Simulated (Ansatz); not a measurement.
Ta2N (3 atoms in the cell), run with Ansatz.

```
crystal:
  lattice:
    - [3.1011400556, 0.0, 0.0]
    - [-1.5505700278, 2.6856660688, 0.0]
    - [0.0, 0.0, 4.8818900623]
  atoms:
    - { symbol: Ta, position: [0.6666666667, 0.3333333333, 0.7443104185] }
    - { symbol: Ta, position: [0.3333333333, 0.6666666667, 0.2545003541] }
    - { symbol: "N", position: [0.0, 0.0, 0.0153629023] }
basis:
  ecutwfc: 420
kpoints:
  mp_grid: { grid: [18, 18, 10] }
hamiltonian:
  xc: pbe
scf:
  occupations: { method: gaussian, width: 0.15 }
  convergence: { dr2_threshold: 1.0e-14 }
  max_iter: 80
output:
  forces: true
  eigenvalues: true
  stress: true
```

Command:
```bash
ansatz run input.yaml --threads 2 --pin off --max-ram 5120MiB --backend cpu --events-out ev --progress --plain --runs-dir out
```

How does the iteration go?

It converged, after 12 iterations. The residual falls at every step. From the first spectrum the program read the system as a metal and chose the Kerker preconditioner. The input holds an odd setting (a threshold meant to be out of reach), but it does no harm here: the energy lies within 1 meV per atom of a run with usual settings.

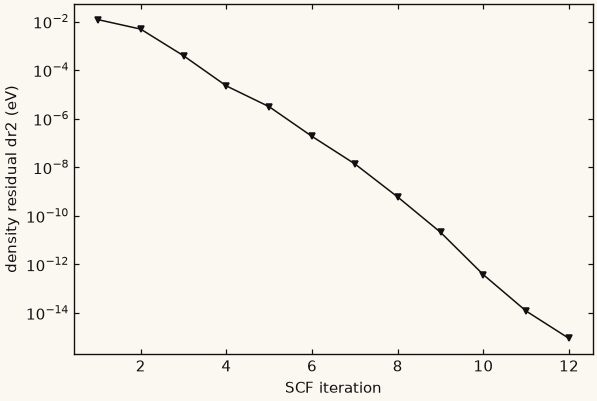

SCF iterations of a calculation: density residual dr2. The starting density is a sum of atomic densities corrected by a trained network.
